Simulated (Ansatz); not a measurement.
# Ruthenium, dhcp under m-r²SCAN: ground state and equation of state, part 2 of 2

Aim: take ruthenium in the dhcp structure, relax it, solve it on a dense k-mesh, then scale the cell to 7 volumes from 88 to 112 % of the relaxed one and try a fit of the equation of state. The start is ferromagnetic. The k-meshes are 13×13×4 for the relaxation; 18×18×5 for the dense run; 18×18×5 for the volumes.

Ansatz 0.2.0; DFT, m-r2SCAN, plane waves (500 eV) with PAW, scalar-relativistic.

**4. At 88 % of the relaxed volume**

input.yaml reads:

```yaml
crystal:
  lattice:
    - [2.5791240372, 0.0, 0.0]
    - [-1.2895620186, 2.2335869358, 0.0]
    - [0.0, 0.0, 8.2758322614]
  atoms:
    - { symbol: Ru, position: [1.0, 1.0, 1.0], spin: 1.0 }
    - { symbol: Ru, position: [1.0, 1.0, 0.5], spin: 1.0 }
    - { symbol: Ru, position: [0.3333333333, 0.6666666667, 0.25], spin: 1.0 }
    - { symbol: Ru, position: [0.6666666667, 0.3333333333, 0.75], spin: 1.0 }
hamiltonian:
  xc: mr2scan
  pseudopotentials:
    kind: paw
    azcp:
      Ru: "pseudopotentials/Ru.paw.azcp"
basis:
  ecutwfc: 500
  fft_grid_basis: typed
kpoints:
  mp_grid: { grid: [18, 18, 5], shift: [0, 0, 0] }
magnetization:
  spin_polarized: true
scf:
  occupations: { method: fermi_dirac, width: 0.05 }
output:
  stress: true
```

Log, shortened:

```text
Warning: RAYON_NUM_THREADS=2 ignored (pool sized by the plan → 2); use --threads N
[...]
Pseudopotentials: kind: paw
Pseudopotential: Ru, paw, valence charge 16, recommended cutoff 500 eV (meta_gga), <dir>
Functional definition: m-r2SCAN
[...]
Crystal: 4 atoms, lattice volume = 47.675 Å³
Basis set: ecut = 500 eV, 1231 PW (Γ), exchange–correlation on 80×80×256 points (64 copies of the dense FFT grid, shifted against one another)
Bands: 41, of which v1, the nominal top of the filled ones, is band 32 counted from 1 (31 counted from 0)
Symmetry: 24 space group operations
Space group: P63/mmc (ITA 194), of the structure as read, at distance tolerance 3.6e-5 Å
Magnetic group: BNS 194.263 (UNI 1493), of the structure as read, at distance tolerance 3.6e-5 Å
k-points: 111 of 1620
[...]
Starting moments: Σ|m| = 4 μB on 4 of 4 sites
[...]
WARN: the starting moments were not kept: the SCF closed with an absolute magnetisation of 3.9e-6 μB, where they sum to 4 μB in size (4 sites). That is at most 0.1 of that sum. Measured as dr2_m measures the in/out step, that magnetisation stands 1.1e-12 eV from none, at or under the [...]
this state was not tested for a lower state beside it, because the mixer in use, unlike msr1, does not test its closes by its own steps (another_mixer; see scf.mixing.algorithm and scf.lower_state_search)
SCF converged after 18 iterations
Magnetization: 0.0000 μB (32.0000 up, 32.0000 down)
Absolute magnetization: 0.0000 μB (∫|ρ↑−ρ↓|, with the PAW one-centre terms)
Spin contamination: 0.0000 ħ² per cell (⟨S²⟩ above its minimum at these occupations)
Per-site moments (μB) at R_I (Å): [(1.8251622366185034e-8, 1.0515013441926033), (1.8251622365520342e-8, 1.0515013441926033), (9.800808248218888e-7, 1.0515013441926033), (9.800808247097014e-7, 1.0515013441926033)]
Free energy (F): -23561.454571 eV
[...]
E sigma→0 (E₀):  -23561.441825 eV
Entropy (-TS):   -0.025492 eV (-6.373 meV/atom)
Fermi energy:    27.343975 eV
[...]
--- Stress (GPa, compression-positive) ---
       56.412705       0.000000       0.000000
        0.000000      56.412705       0.000000
        0.000000       0.000000      60.281396
  P = ⅓ Tr σ = 57.7023 GPa (577.023 kbar)
```

Run time: 52 s. Hardware: 2 threads of an Arm CPU, shared host; peak memory 0.71 GiB.

**5. At 92 % of the relaxed volume**

Edit input.yaml of step 4 so:

```diff
@@ -2,5 +2,5 @@
   lattice:
-    - [2.5791240372, 0.0, 0.0]
-    - [-1.2895620186, 2.2335869358, 0.0]
-    - [0.0, 0.0, 8.2758322614]
+    - [2.6176241019, 0.0, 0.0]
+    - [-1.308812051, 2.2669289698, 0.0]
+    - [0.0, 0.0, 8.3993703591]
   atoms:
```

Log, shortened:

```text
Warning: RAYON_NUM_THREADS=2 ignored (pool sized by the plan → 2); use --threads N
[...]
[... 3 set-up lines as earlier in the session ...]
[...]
Crystal: 4 atoms, lattice volume = 49.842 Å³
Basis set: ecut = 500 eV, 1255 PW (Γ), exchange–correlation on 80×80×256 points (64 copies of the dense FFT grid, shifted against one another)
Bands: 41, of which v1, the nominal top of the filled ones, is band 32 counted from 1 (31 counted from 0)
[... 1 set-up line as earlier in the session ...]
Space group: P63/mmc (ITA 194), of the structure as read, at distance tolerance 3.7e-5 Å
Magnetic group: BNS 194.263 (UNI 1493), of the structure as read, at distance tolerance 3.7e-5 Å
k-points: 111 of 1620
[...]
Starting moments: Σ|m| = 4 μB on 4 of 4 sites
[...]
WARN: the starting moments were not kept: the SCF closed with an absolute magnetisation of 4.1e-6 μB, where they sum to 4 μB in size (4 sites). That is at most 0.1 of that sum. Measured as dr2_m measures the in/out step, that magnetisation stands 1.8e-12 eV from none, at or under the [...]
this state was not tested for a lower state beside it, because the mixer in use, unlike msr1, does not test its closes by its own steps (another_mixer; see scf.mixing.algorithm and scf.lower_state_search)
SCF converged after 19 iterations
Magnetization: 0.0000 μB (32.0000 up, 32.0000 down)
Absolute magnetization: 0.0000 μB (∫|ρ↑−ρ↓|, with the PAW one-centre terms)
Spin contamination: 0.0000 ħ² per cell (⟨S²⟩ above its minimum at these occupations)
Per-site moments (μB) at R_I (Å): [(-5.285232305409872e-7, 1.0671977082157198), (-5.285232305727108e-7, 1.0671977082157198), (8.974927320094405e-7, 1.0671977082157198), (8.974927320708459e-7, 1.0671977082157198)]
Free energy (F): -23562.067753 eV
[...]
E sigma→0 (E₀):  -23562.054218 eV
Entropy (-TS):   -0.027070 eV (-6.767 meV/atom)
Fermi energy:    25.922265 eV
[...]
--- Stress (GPa, compression-positive) ---
       32.919374      -0.000000       0.000000
       -0.000000      32.919374       0.000000
        0.000000       0.000000      35.808482
  P = ⅓ Tr σ = 33.8824 GPa (338.824 kbar)
```

It took 53 s on 2 threads of an Arm CPU, shared host; peak memory 0.72 GiB.

**6. At 96 % of the relaxed volume**

Edit input.yaml of step 5 so:

```diff
@@ -2,5 +2,5 @@
   lattice:
-    - [2.6176241019, 0.0, 0.0]
-    - [-1.308812051, 2.2669289698, 0.0]
-    - [0.0, 0.0, 8.3993703591]
+    - [2.6550237848, 0.0, 0.0]
+    - [-1.3275118924, 2.2993180453, 0.0]
+    - [0.0, 0.0, 8.5193775779]
   atoms:
```

Log, shortened:

```text
Warning: RAYON_NUM_THREADS=2 ignored (pool sized by the plan → 2); use --threads N
[...]
[... 3 set-up lines as earlier in the session ...]
[...]
Crystal: 4 atoms, lattice volume = 52.009 Å³
Basis set: ecut = 500 eV, 1315 PW (Γ), exchange–correlation on 80×80×256 points (64 copies of the dense FFT grid, shifted against one another)
Bands: 41, of which v1, the nominal top of the filled ones, is band 32 counted from 1 (31 counted from 0)
[... 2 set-up lines as earlier in the session ...]
Magnetic group: BNS 194.263 (UNI 1493), of the structure as read, at distance tolerance 3.7e-5 Å
k-points: 111 of 1620
[...]
Starting moments: Σ|m| = 4 μB on 4 of 4 sites
[...]
WARN: the starting moments were not kept: the SCF closed with an absolute magnetisation of 1.1e-6 μB, where they sum to 4 μB in size (4 sites). That is at most 0.1 of that sum. Measured as dr2_m measures the in/out step, that magnetisation stands 1.3e-13 eV from none, at or under the [...]
this state was not tested for a lower state beside it, because the mixer in use, unlike msr1, does not test its closes by its own steps (another_mixer; see scf.mixing.algorithm and scf.lower_state_search)
SCF converged after 23 iterations
Magnetization: -0.0000 μB (32.0000 up, 32.0000 down)
Absolute magnetization: 0.0000 μB (∫|ρ↑−ρ↓|, with the PAW one-centre terms)
Spin contamination: 0.0000 ħ² per cell (⟨S²⟩ above its minimum at these occupations)
Per-site moments (μB) at R_I (Å): [(1.1763669960584139e-7, 1.0824454498153606), (1.1763669960169894e-7, 1.0824454498153604), (-2.2523340670187223e-7, 1.0824454498153606), (-2.2523340667327995e-7, 1.0824454498153604)]
Free energy (F): -23562.393175 eV
[...]
E sigma→0 (E₀):  -23562.378744 eV
Entropy (-TS):   -0.028863 eV (-7.216 meV/atom)
Fermi energy:    24.616922 eV
[...]
--- Stress (GPa, compression-positive) ---
       14.269953       0.000000       0.000000
       -0.000000      14.269953       0.000000
        0.000000       0.000000      16.348045
  P = ⅓ Tr σ = 14.9627 GPa (149.627 kbar)
```

Run time: 61 s. Hardware: 2 threads of an Arm CPU, shared host; peak memory 0.73 GiB.

**7. At 100 % of the relaxed volume**

Edit input.yaml of step 6 so:

```diff
@@ -2,5 +2,5 @@
   lattice:
-    - [2.6550237848, 0.0, 0.0]
-    - [-1.3275118924, 2.2993180453, 0.0]
-    - [0.0, 0.0, 8.5193775779]
+    - [2.6913984937, 0.0, 0.0]
+    - [-1.3456992469, 2.3308194673, 0.0]
+    - [0.0, 0.0, 8.6360958842]
   atoms:
```

Log, shortened:

```text
Warning: RAYON_NUM_THREADS=2 ignored (pool sized by the plan → 2); use --threads N
[...]
[... 3 set-up lines as earlier in the session ...]
[...]
Crystal: 4 atoms, lattice volume = 54.176 Å³
Basis set: ecut = 500 eV, 1375 PW (Γ), exchange–correlation on 80×80×256 points (64 copies of the dense FFT grid, shifted against one another)
Bands: 41, of which v1, the nominal top of the filled ones, is band 32 counted from 1 (31 counted from 0)
[... 2 set-up lines as earlier in the session ...]
Magnetic group: BNS 194.263 (UNI 1493), of the structure as read, at distance tolerance 3.8e-5 Å
k-points: 111 of 1620
[...]
Starting moments: Σ|m| = 4 μB on 4 of 4 sites
[...]
WARN: the starting moments were not kept: the SCF closed with an absolute magnetisation of 7.5e-6 μB, where they sum to 4 μB in size (4 sites). That is at most 0.1 of that sum. Measured as dr2_m measures the in/out step, that magnetisation stands 4.3e-12 eV from none, at or under the [...]
this state was not tested for a lower state beside it, because the mixer in use, unlike msr1, does not test its closes by its own steps (another_mixer; see scf.mixing.algorithm and scf.lower_state_search)
SCF converged after 18 iterations
Magnetization: -0.0000 μB (32.0000 up, 32.0000 down)
Absolute magnetization: 0.0000 μB (∫|ρ↑−ρ↓|, with the PAW one-centre terms)
Spin contamination: 0.0000 ħ² per cell (⟨S²⟩ above its minimum at these occupations)
Per-site moments (μB) at R_I (Å): [(-9.335692401623822e-7, 1.097275312495204), (-9.335692401476194e-7, 1.097275312495204), (1.1354973654846028e-6, 1.097275312495204), (1.1354973654523063e-6, 1.097275312495204)]
Free energy (F): -23562.490078 eV
[...]
E sigma→0 (E₀):  -23562.474651 eV
Entropy (-TS):   -0.030854 eV (-7.714 meV/atom)
Fermi energy:    23.414235 eV
[...]
--- Stress (GPa, compression-positive) ---
       -0.522798       0.000000       0.000000
        0.000000      -0.522798       0.000000
        0.000000       0.000000       0.880693
  P = ⅓ Tr σ = -0.0550 GPa (-0.550 kbar)
```

It took 52 s on 2 threads of an Arm CPU, shared host; peak memory 0.74 GiB.

**8. At 104 % of the relaxed volume**

Edit input.yaml of step 7 so:

```diff
@@ -2,5 +2,5 @@
   lattice:
-    - [2.6913984937, 0.0, 0.0]
-    - [-1.3456992469, 2.3308194673, 0.0]
-    - [0.0, 0.0, 8.6360958842]
+    - [2.7268156934, 0.0, 0.0]
+    - [-1.3634078467, 2.3614916619, 0.0]
+    - [0.0, 0.0, 8.7497417574]
   atoms:
```

Log, shortened:

```text
Warning: RAYON_NUM_THREADS=2 ignored (pool sized by the plan → 2); use --threads N
[...]
[... 3 set-up lines as earlier in the session ...]
[...]
Crystal: 4 atoms, lattice volume = 56.343 Å³
Basis set: ecut = 500 eV, 1387 PW (Γ), exchange–correlation on 80×80×256 points (64 copies of the dense FFT grid, shifted against one another)
Bands: 41, of which v1, the nominal top of the filled ones, is band 32 counted from 1 (31 counted from 0)
[... 2 set-up lines as earlier in the session ...]
Magnetic group: BNS 194.263 (UNI 1493), of the structure as read, at distance tolerance 3.8e-5 Å
k-points: 111 of 1620
[...]
Starting moments: Σ|m| = 4 μB on 4 of 4 sites
[...]
WARN: the starting moments were not kept: the SCF closed with an absolute magnetisation of 1.1e-5 μB, where they sum to 4 μB in size (4 sites). That is at most 0.1 of that sum. Measured as dr2_m measures the in/out step, that magnetisation stands 1.4e-11 eV from none, at or under the [...]
this state was not tested for a lower state beside it, because the mixer in use, unlike msr1, does not test its closes by its own steps (another_mixer; see scf.mixing.algorithm and scf.lower_state_search)
SCF converged after 20 iterations
Magnetization: -0.0000 μB (32.0000 up, 32.0000 down)
Absolute magnetization: 0.0000 μB (∫|ρ↑−ρ↓|, with the PAW one-centre terms)
Spin contamination: 0.0000 ħ² per cell (⟨S²⟩ above its minimum at these occupations)
Per-site moments (μB) at R_I (Å): [(-3.175761265395394e-6, 1.1117148014421745), (-3.175761265405257e-6, 1.1117148014421745), (2.1868899965969053e-6, 1.1117148014421745), (2.186889996807403e-6, 1.1117148014421745)]
Free energy (F): -23562.405739 eV
[...]
E sigma→0 (E₀):  -23562.389238 eV
Entropy (-TS):   -0.033001 eV (-8.250 meV/atom)
Fermi energy:    22.302632 eV
[...]
--- Stress (GPa, compression-positive) ---
      -12.233910      -0.000000       0.000000
       -0.000000     -12.233910       0.000000
        0.000000       0.000000     -11.388977
  P = ⅓ Tr σ = -11.9523 GPa (-119.523 kbar)
```

Run time: 57 s. Hardware: 2 threads of an Arm CPU, shared host; peak memory 0.75 GiB.

**9. At 108 % of the relaxed volume**

Edit input.yaml of step 8 so:

```diff
@@ -2,5 +2,5 @@
   lattice:
-    - [2.7268156934, 0.0, 0.0]
-    - [-1.3634078467, 2.3614916619, 0.0]
-    - [0.0, 0.0, 8.7497417574]
+    - [2.7613360123, 0.0, 0.0]
+    - [-1.3806680062, 2.3913871351, 0.0]
+    - [0.0, 0.0, 8.8605097411]
   atoms:
```

Log, shortened:

```text
Warning: RAYON_NUM_THREADS=2 ignored (pool sized by the plan → 2); use --threads N
[...]
[... 3 set-up lines as earlier in the session ...]
[...]
Crystal: 4 atoms, lattice volume = 58.510 Å³
Basis set: ecut = 500 eV, 1437 PW (Γ), exchange–correlation on 96×96×288 points (64 copies of the dense FFT grid, shifted against one another)
Bands: 41, of which v1, the nominal top of the filled ones, is band 32 counted from 1 (31 counted from 0)
[... 1 set-up line as earlier in the session ...]
Space group: P63/mmc (ITA 194), of the structure as read, at distance tolerance 3.9e-5 Å
Magnetic group: BNS 194.263 (UNI 1493), of the structure as read, at distance tolerance 3.9e-5 Å
k-points: 111 of 1620
[...]
Starting moments: Σ|m| = 4 μB on 4 of 4 sites
[...]
WARN: the starting moments were not kept: the SCF closed with an absolute magnetisation of 1.2e-5 μB, where they sum to 4 μB in size (4 sites). That is at most 0.1 of that sum. Measured as dr2_m measures the in/out step, that magnetisation stands 1.5e-11 eV from none, at or under the [...]
this state was not tested for a lower state beside it, because the mixer in use, unlike msr1, does not test its closes by its own steps (another_mixer; see scf.mixing.algorithm and scf.lower_state_search)
SCF converged after 22 iterations
Magnetization: -0.0000 μB (32.0000 up, 32.0000 down)
Absolute magnetization: 0.0000 μB (∫|ρ↑−ρ↓|, with the PAW one-centre terms)
Spin contamination: 0.0000 ħ² per cell (⟨S²⟩ above its minimum at these occupations)
Per-site moments (μB) at R_I (Å): [(-3.2131733394604115e-6, 1.1257886347514903), (-3.2131733394466154e-6, 1.1257886347514903), (2.4850990952412192e-6, 1.1257886347514903), (2.485099095515473e-6, 1.1257886347514903)]
Free energy (F): -23562.178037 eV
[...]
E sigma→0 (E₀):  -23562.160404 eV
Entropy (-TS):   -0.035266 eV (-8.816 meV/atom)
Fermi energy:    21.272289 eV
[...]
--- Stress (GPa, compression-positive) ---
      -21.472896      -0.000000       0.000000
       -0.000000     -21.472896       0.000000
        0.000000       0.000000     -21.089460
  P = ⅓ Tr σ = -21.3451 GPa (-213.451 kbar)
```

Wall time 72 s (2 threads of an Arm CPU, shared host); peak memory 0.84 GiB.

**10. At 112 % of the relaxed volume**

Edit input.yaml of step 9 so:

```diff
@@ -2,5 +2,5 @@
   lattice:
-    - [2.7613360123, 0.0, 0.0]
-    - [-1.3806680062, 2.3913871351, 0.0]
-    - [0.0, 0.0, 8.8605097411]
+    - [2.7950141609, 0.0, 0.0]
+    - [-1.3975070805, 2.4205532673, 0.0]
+    - [0.0, 0.0, 8.9685753884]
   atoms:
```

Log, shortened:

```text
Warning: RAYON_NUM_THREADS=2 ignored (pool sized by the plan → 2); use --threads N
[...]
[... 3 set-up lines as earlier in the session ...]
[...]
Crystal: 4 atoms, lattice volume = 60.677 Å³
Basis set: ecut = 500 eV, 1533 PW (Γ), exchange–correlation on 96×96×288 points (64 copies of the dense FFT grid, shifted against one another)
Bands: 41, of which v1, the nominal top of the filled ones, is band 32 counted from 1 (31 counted from 0)
[... 2 set-up lines as earlier in the session ...]
Magnetic group: BNS 194.263 (UNI 1493), of the structure as read, at distance tolerance 3.9e-5 Å
k-points: 111 of 1620
[...]
Starting moments: Σ|m| = 4 μB on 4 of 4 sites
[...]
WARN: the starting moments were not kept: the SCF closed with an absolute magnetisation of 1.0e-6 μB, where they sum to 4 μB in size (4 sites). That is at most 0.1 of that sum. Measured as dr2_m measures the in/out step, that magnetisation stands 1.1e-13 eV from none, at or under the [...]
this state was not tested for a lower state beside it, because the mixer in use, unlike msr1, does not test its closes by its own steps (another_mixer; see scf.mixing.algorithm and scf.lower_state_search)
SCF converged after 22 iterations
Magnetization: 0.0000 μB (32.0000 up, 32.0000 down)
Absolute magnetization: 0.0000 μB (∫|ρ↑−ρ↓|, with the PAW one-centre terms)
Spin contamination: 0.0000 ħ² per cell (⟨S²⟩ above its minimum at these occupations)
Per-site moments (μB) at R_I (Å): [(2.2030491117625692e-7, 1.1395191176564388), (2.203049111632264e-7, 1.139519117656439), (-1.191522253711565e-7, 1.139519117656439), (-1.1915222550624817e-7, 1.1395191176564388)]
Free energy (F): -23561.837409 eV
[...]
E sigma→0 (E₀):  -23561.818596 eV
Entropy (-TS):   -0.037627 eV (-9.407 meV/atom)
Fermi energy:    20.314780 eV
[...]
--- Stress (GPa, compression-positive) ---
      -28.721943       0.000000       0.000000
        0.000000     -28.721943       0.000000
        0.000000       0.000000     -28.720021
  P = ⅓ Tr σ = -28.7213 GPa (-287.213 kbar)
```

Run time: 77 s. Hardware: 2 threads of an Arm CPU, shared host; peak memory 0.84 GiB.

**11. Energy and pressure against volume**

The cell was scaled evenly, with its shape and the fractional positions fixed.

| V (Å³/atom) | E − E₀ (meV/atom) | P from the stress (GPa) | P from the fit (GPa) |
| --- | --- | --- | --- |
| 11.919 | 258.1 | 57.70 | 57.77 |
| 12.460 | 105.0 | 33.88 | 33.80 |
| 13.002 | 23.9 | 14.96 | 14.87 |
| 13.544 | -0.1 | -0.05 | -0.12 |
| 14.086 | 21.3 | -11.95 | -12.01 |
| 14.627 | 78.5 | -21.35 | -21.43 |
| 15.169 | 164.0 | -28.72 | -28.89 |

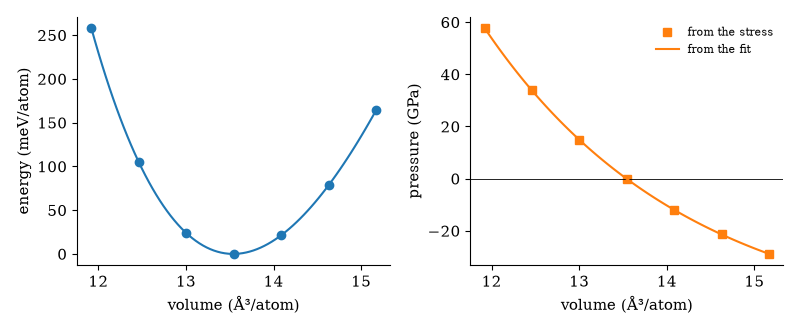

Energy and pressure against volume; the lines are the Birch-Murnaghan fit.

A third-order Birch-Murnaghan fit gives V₀ = 13.539 Å³/atom, B₀ = 333 GPa and B₀′ = 4.8; it misses no point by more than 0.08 meV/atom.

Fit and stress differ a little: one follows E(σ → 0), the other the smeared free energy.

**12. Summary of results**

The summary covers parts 1 to 2.

| quantity | value |
| --- | --- |
| space group (spins left aside) | P6_3/mmc (No. 194) |
| conventional cell | a = 2.691 Å, c = 8.636 Å (c/a = 3.209) |
| volume | 13.544 Å³/atom |
| shortest distance | 2.660 Å |
| gap on the mesh | none (levels filled in part) |
| magnetic state | non-magnetic |
| relative to hcp | +89 meV/atom |
| V₀, B₀, B₀′ | 13.539 Å³/atom, 333 GPa, 4.8 |

**Reading.** The relaxation shrank the cell by 0.1 % in volume. It lies 89 meV/atom above the element's reference form at the same level (hcp, from a run of its own). The starting moments do not survive. Levels at the Fermi energy are filled in part, as in a metal. The fitted modulus is 333 GPa, among the stiffest elements; letting shape and positions relax at each volume could only lower it. The symmetry was held, so the structure may be unstable against distortions that break it.
